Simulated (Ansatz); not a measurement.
System: Te₂Mo, space group P6_3/mmc (No. 194) (cell built by us, not taken from a database).

Starting cell:
```yaml
crystal:
  lattice:
    - [3.54213, 0.00000, 0.00000]
    - [-1.77107, 3.06758, 0.00000]
    - [0.00000, 0.00000, 13.89314]
  atoms:
    - { symbol: Mo, position: [0.33333, 0.66667, 0.25000] }
    - { symbol: Mo, position: [0.66667, 0.33333, 0.75000] }
    - { symbol: Te, position: [0.66667, 0.33333, 0.37887] }
    - { symbol: Te, position: [0.66667, 0.33333, 0.12113] }
    - { symbol: Te, position: [0.33333, 0.66667, 0.87887] }
    - { symbol: Te, position: [0.33333, 0.66667, 0.62113] }
```

Calculation (Ansatz 0.2.0): Born effective charges by linear response at the zone centre, in units of the proton charge, Cartesian axes of the given cell; DFT, r2SCAN, plane waves, PAW. Level: r2SCAN, no spin polarisation.

- periodic directions: 3
- potentials: PAW
- wave cutoff: 500 eV
- k mesh: 9×9×2

What does the calculation give for the mean Born effective charge of each atom? The cases: Mo 1; Mo 2; Te 1; Te 2; Te 3; Te 4.

Mo 1 and Mo 2 share the largest size, 2.60 e, and the charges add up to 0.00 e. Mo 1 and Mo 2 are equally anisotropic; for Mo 1: its diagonal components run from −3.12 to −1.57 e.

```
atom  mean Born effective charge (e)  Born charge xx (e)  Born charge zz (e)
Mo 1                           -2.60              -3.115              -1.573
Mo 2                           -2.60              -3.115              -1.573
Te 1                            1.30               1.558               0.786
Te 2                            1.30               1.558               0.786
Te 3                            1.30               1.558               0.786
Te 4                            1.30               1.558               0.786
```

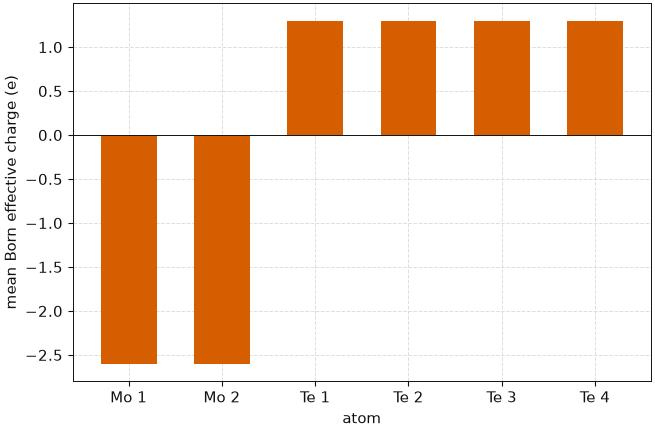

Keep in mind: empty bands loosely converged; reference bands not vouched for.
